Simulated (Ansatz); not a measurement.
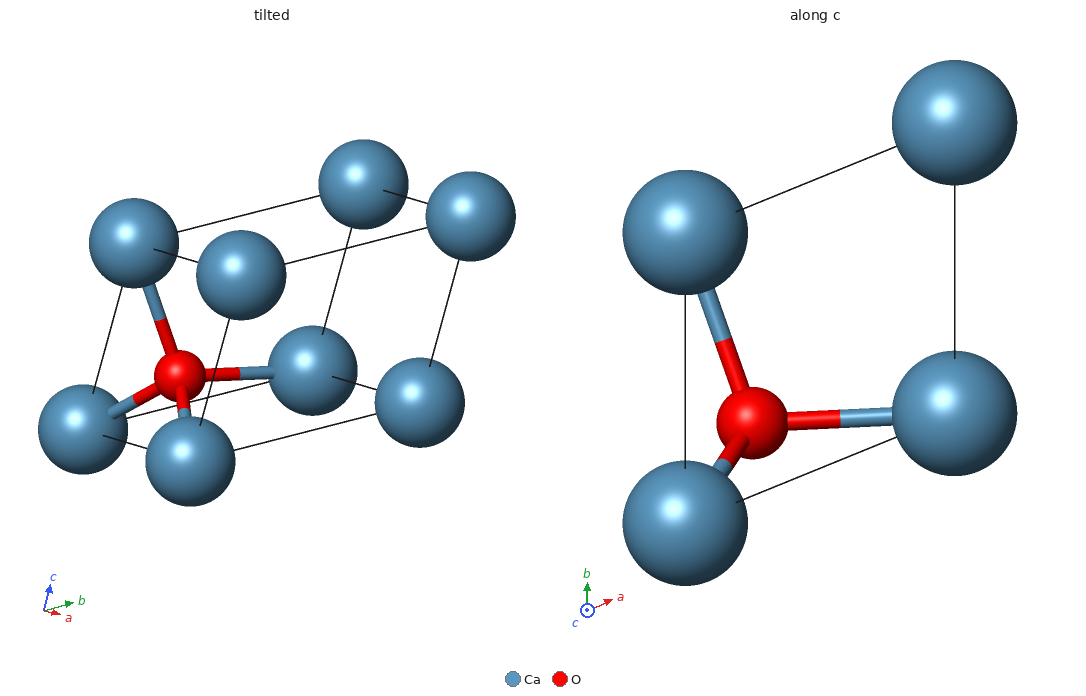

An orthographic ball-and-stick view of the structure, slightly off an axis and along the c axis. The edges of the simulation cell are marked.

The program read this input:
```yaml
crystal:
  lattice:
    - [0.0, 2.4776985204, 2.6067317416]
    - [2.4776985204, 0.0, 2.6067317416]
    - [2.4776985204, 2.4776985204, 0.0]
  atoms:
    - { symbol: Ca, position: [0.0, 0.0, 0.0] }
    - { symbol: O, position: [0.25, 0.25, 0.25] }
kpoints:
  mp_grid: { grid: [8, 8, 8] }
  band_path:
    path:
      - [0.0, 0.0, 0.0]
      - [-0.5, -0.5, 0.0]
      - [-0.375, -0.375, 0.25]
      - [-0.375, 0.0, 0.375]
      - [0.0, 0.0, 0.5]
      - [-0.5, -0.25, 0.25]
    npoints: 1
hamiltonian:
  xc: pbe
scf:
  occupations: { method: fermi_dirac, width: 0.02 }
  n_extra_bands: 4
output:
  forces: true
  stress: true
  eigenvalues: true
```
Run as:
```sh
ansatz run input.yaml --threads 4 --pin off --max-ram 3686MiB --backend cpu --events-out ev --progress --plain --runs-dir out
```

Level of theory and settings: DFT, PBE, plane waves, PAW (Ansatz 0.2.0), a plane-wave cutoff of 420 eV, 8×8×8 k-points, Fermi-Dirac smearing of 0.02 eV, no spin polarisation.

### What is the band gap, if any?

An insulator at this level, with a gap of 3.64 eV, indirect; the smallest direct gap is 4.49 eV.

### What pressure does the calculation give for this cell?

The computed pressure is 11.3 GPa (compressed: it would expand).

The starting point was a structure type filled with these elements by a generator (whether the compound takes this form wasn't checked). The cell was then strained or its atoms displaced on purpose. It went into a calculation with Ansatz.

At this level of theory the cell isn't at rest (compressed, at 11 GPa), so its distances can differ from those at equilibrium, the more so the softer the solid.
